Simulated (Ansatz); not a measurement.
# Calculations on Ti

## 1. Relaxation

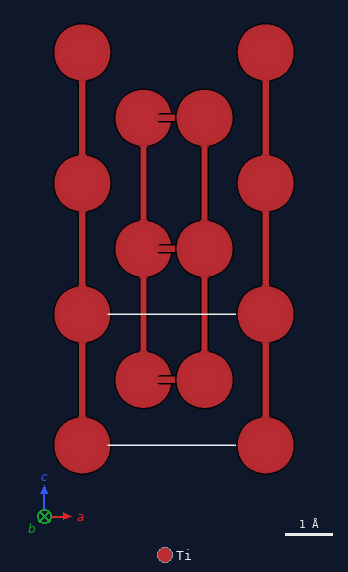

Starting structure of a crystal of Ti (set up in P6/mmm). Style: ball-and-stick. Shown: the cell of the calculation, repeated 1 × 1 × 3 with one cell outlined, along the b axis.

All numbers below come from Ansatz 0.2.0, DFT PBEsol, scalar-relativistic, plane waves, PAW.

Input file:
```yaml
crystal:
  lattice:
    - [4.5673748306, 0.0, 0.0]
    - [-2.2836874153, 3.9554626319, 0.0]
    - [0.0, 0.0, 2.82624427]
  atoms:
    - { symbol: Ti, position: [0.0, 0.0, 0.0] }
    - { symbol: Ti, position: [0.33333333, 0.66666667, 0.5] }
    - { symbol: Ti, position: [0.66666667, 0.33333333, 0.5] }
basis:
  ecutwfc: 420
kpoints:
  mp_grid: { grid: [12, 12, 14] }
hamiltonian:
  xc: pbesol
scf:
  occupations: { method: gaussian, width: 0.1 }
output:
  forces: true
  stress: true
  eigenvalues: true
relax:
  adjacent_minimum: "off"
  f_tol: 0.005
  max_steps: 80
  cell: { stress_tol: 0.05 }
```

Command:
```bash
ansatz run input.yaml --threads 1 --pin off --max-ram 2560MiB --backend cpu --events-out ev --progress --plain --runs-dir out
```

### Predict the outcome.

No atom moves by more than 0.005 Å relative to the cell. Cell: a = b 4.567 → 4.515 Å (−1.1 %), c 2.826 → 2.799 Å (−1.0 %). Volume −3.2 %. Some distances before and after: Ti1–Ti2 2.992 → 2.959 Å, Ti2–Ti3 2.637 → 2.607 Å, Ti1–Ti1 2.826 → 2.799 Å. The space group stays P6/mmm (No. 191). The energy falls by 6.5 meV per atom in 3 accepted moves (4 points after the start). All forces vanish by symmetry, so only the cell relaxes. The pressure goes from −3.71 to −0.01 GPa. The SCF was repeated once at an unchanged geometry on a basis and grid sized afresh for the cell, which shifted the energy by less than 0.05 meV per atom at most.

The end point in the same view:

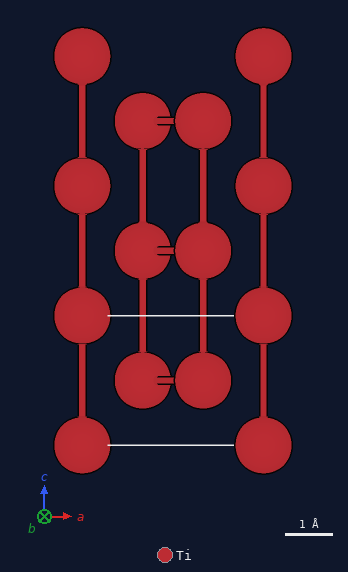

## 2. Relaxation

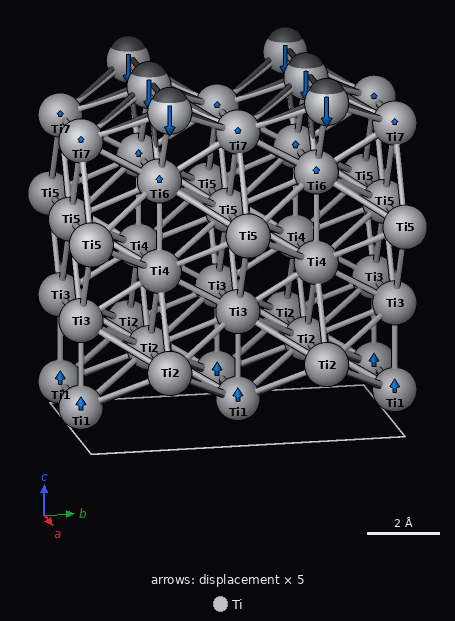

A relaxation of a slab of composition Ti (cut from the P6/mmm phase). The starting structure is drawn faded, the final one solid; blue arrows show the displacements, magnified 5 times.

The picture is a ball-and-stick view of the 2 × 2 repeat of the cell, outlined in the plane, without the vacuum, seen slightly off an axis.

Case: (1 0 0) slab, atoms relaxed. The slab is the (1 0 0) face of Ti.

Theory: Ansatz, DFT PBEsol, scalar-relativistic, plane waves, PAW. Settings: plane-wave cutoff 420 eV; k-point mesh 12 × 8 × 1; occupations gaussian; smearing width 0.1 eV; no spin polarisation; dipole correction; atoms relaxed in a fixed cell; force threshold 0.02 eV/Å; at most 60 steps.

> What happened in the run?

A Ti atom moves most relative to the layer's centre: 0.18 Å along the normal (−c). The cell doesn't change. Near-neighbour distances that change, for instance: Ti–Ti 2.959 → 2.763 Å, Ti–Ti 2.959 → 2.869 Å, Ti–Ti 2.607 → 2.532 Å, Ti–Ti 2.959 → 3.006 Å. Over 3 geometry steps the energy falls by 0.119 eV per cell of the calculation. The largest force component goes from 0.84 to 0.0083 eV/Å.

## 3. A change

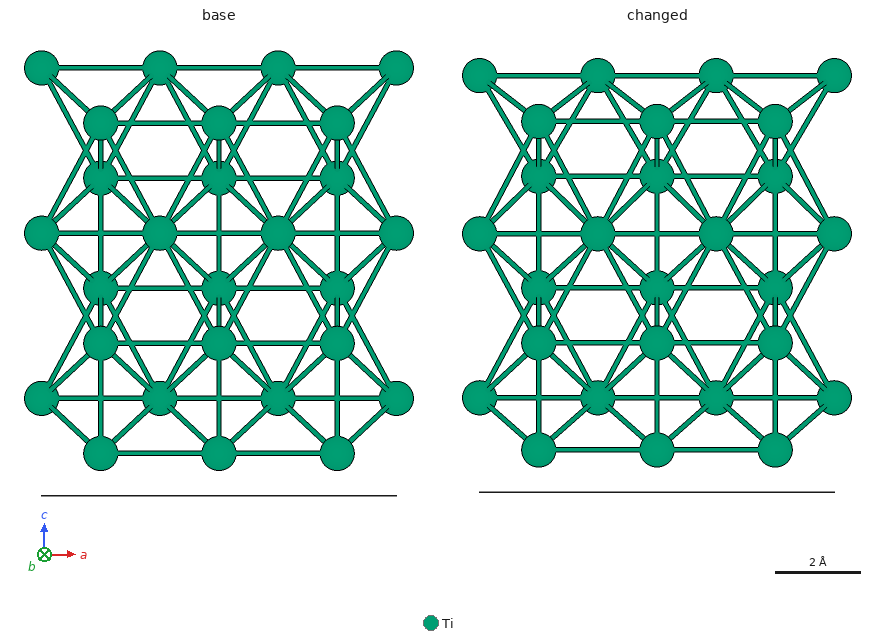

Left: a (1 0 0) slab of Ti as cut from the relaxed bulk. Right: the same structure after one change, at the same scale. A ball-and-stick model of the 3 × 2 repeat of the cell, outlined in the plane, without the vacuum, seen along the b axis.

The calculation used DFT PBEsol, scalar-relativistic, plane waves, PAW (Ansatz 0.2.0). (plane-wave cutoff 420 eV; occupations gaussian; smearing width 0.1 eV; no spin polarisation) The k-mesh is chosen for each cell (12×8×9, 12×8×1).

The atoms of the slab are relaxed at the bulk's in-plane cell.

### How do the computed properties respond?

The surface energy (mean of the two faces) falls from 2.46 to 2.38 J/m². The top spacing, between the Ti and Ti planes, goes from 1.30 to 1.08 Å (−16.8 %), the bottom one (Ti to Ti) from 1.30 to 1.23 Å (−5.3 %). The work function of the top face goes from 3.50 to 3.73 eV. The lattice vectors keep their values. The atom that moves furthest relative to the layer's centre is a Ti atom (0.19 Å along the normal (−c)). Near-neighbour distances before and after: Ti–Ti 2.959 → 2.763 to 3.006 Å, Ti–Ti 2.607 → 2.532 to 2.642 Å.
